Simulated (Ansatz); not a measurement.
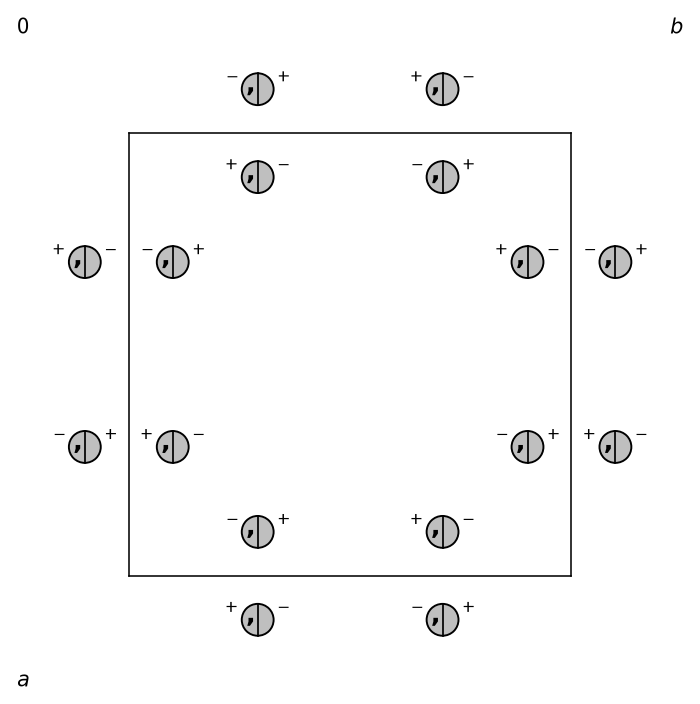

General positions of a space group, projected down c, computed from the operations of a computed or model structure of composition Ge, which need not be its known form.

A circle is a general position, a comma marks the mirror image, + and − with a fraction give the height (along the projection axis: ½+ is ½ plus the coordinate, − is its negative), and a split circle stands for two positions above each other.

Identify the space group.

Answer. P4/mmm (No. 123); primitive tetragonal, point group 4/mmm, 16 general positions a cell.

Write the general positions (in any order).

Answer. x, y, z
−x, −y, −z
−y, x, z
y, −x, −z
−x, −y, z
x, y, −z
y, −x, z
−y, x, −z
x, −y, −z
−x, y, z
−y, −x, −z
y, x, z
−x, y, −z
x, −y, z
y, x, −z
−y, −x, z
